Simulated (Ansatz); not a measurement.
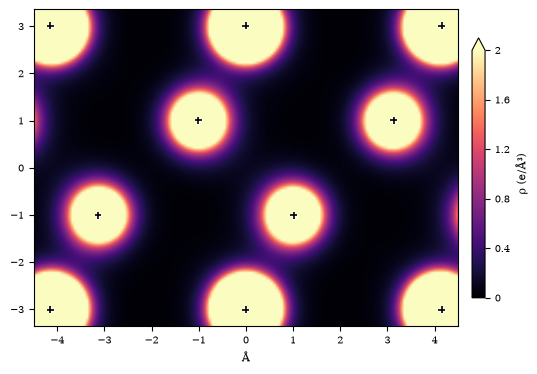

The valence charge density (pseudo) on a plane through atoms (crosses mark nuclei in the plane).

These are results of Kohn-Sham DFT of a periodic cell, r2SCANh, Ansatz PAW (Ansatz), not measurements.

Candidates:
A. AlPt, a = 3.09 Å, b = 3.09 Å, c = 3.09 Å, α = 90.00°, β = 90.00°, γ = 90.00°. Space group Pm-3m; a structure from a database of computed crystals, not necessarily the ambient phase; computed pressure about −5 GPa in this cell.
B. CdO₂, a = 3.48 Å, b = 3.48 Å, c = 4.15 Å, α = 90.00°, β = 90.00°, γ = 120.00°. Space group P-3m1; a structure from a database of computed crystals, not necessarily the ambient phase; computed pressure about −11 GPa in this cell.

**Which system is this?**

Candidate B: CdO₂ on the (110) plane of the conventional cell, which holds Cd and O. Cd–O (2.25 Å): ρ at the midpoint is about 0.45 e/Å³.
